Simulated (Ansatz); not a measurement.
Convergence test: the k-point mesh is varied and all else is held.
- system: SiC (F-43m, 2 atoms in the cell)
- method: G0W0@PBE, plasmon-pole screening, soft PAW set, first generation in Ansatz 0.2.0-dev; cutoff 420 eV, response cutoff 113 eV, 100 empty bands
Dashed lines or grey bands mark the tolerance: 0.05 eV.
Values: 2×2×2, 4×4×4, 6×6×6 and 8×8×8.

How do the results converge (to 0.05 eV)?

The quasiparticle gap is within 0.05 eV of the densest setting's value from 6×6×6 on. It is 1.36 eV at 2×2×2, 1.99 eV at 4×4×4 and 2.08 eV at 8×8×8. The potentials or cutoffs used are known to leave an error of their own, so the limit of this scan isn't the converged value for the crystal.

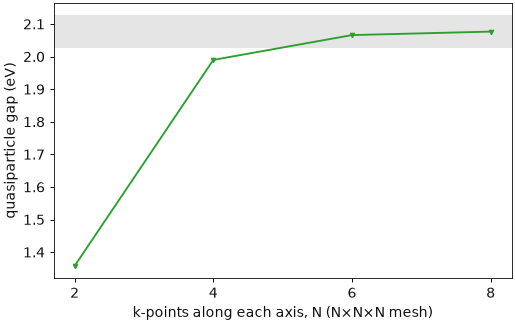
